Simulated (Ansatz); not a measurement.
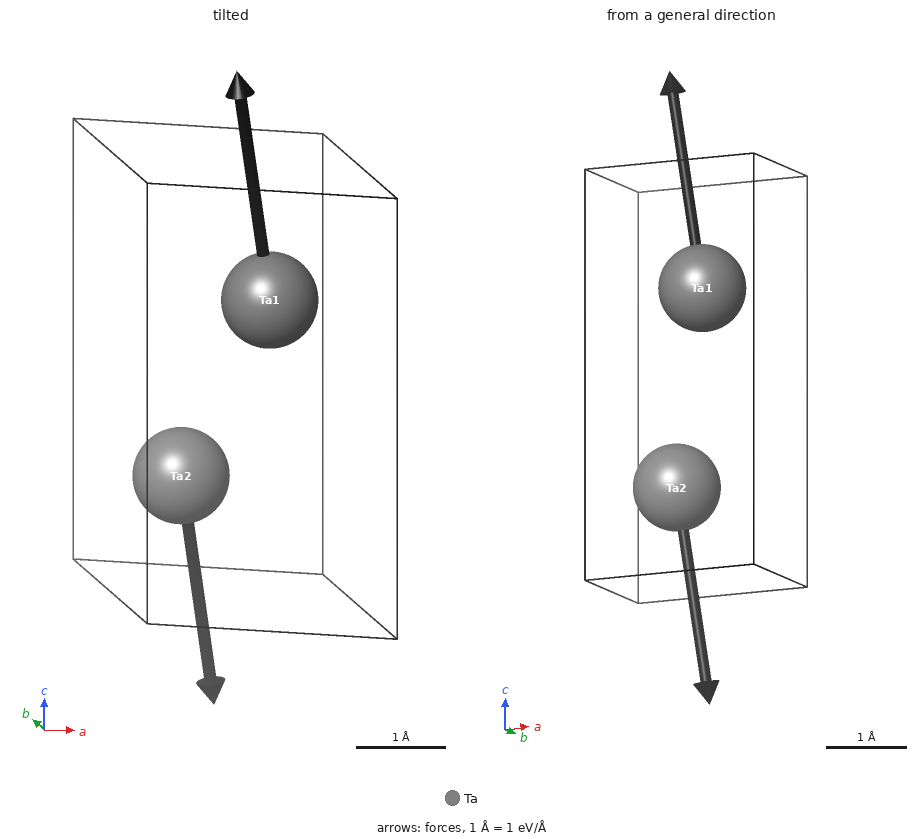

This spheres-only model is shown slightly off an axis and from a general direction. Atoms at the boundary of the simulation cell (the box) are drawn once for each face, edge or corner they touch. The arrows are the computed forces on the atoms.

System: Ta. Computational set-up: DFT PBEsol, scalar-relativistic, plane waves, PAW (Ansatz 0.2.0), an energy cutoff of 420 eV, 18×18×10 k-mesh, Gaussian smearing of 0.15 eV, no spin polarisation.

Q: Would an optimiser stop at this geometry?

A: No. The atoms still feel forces of up to about 2.3 eV/Å, far above a usual threshold of 0.01 to 0.03 eV/Å.

Q: Where does the largest force act?

A: Ta1 and Ta2, about 2.3 eV/Å.

Its origin is a structure listed in the Materials Project. The cell was then strained or its atoms displaced on purpose. A calculation with Ansatz used it as input.
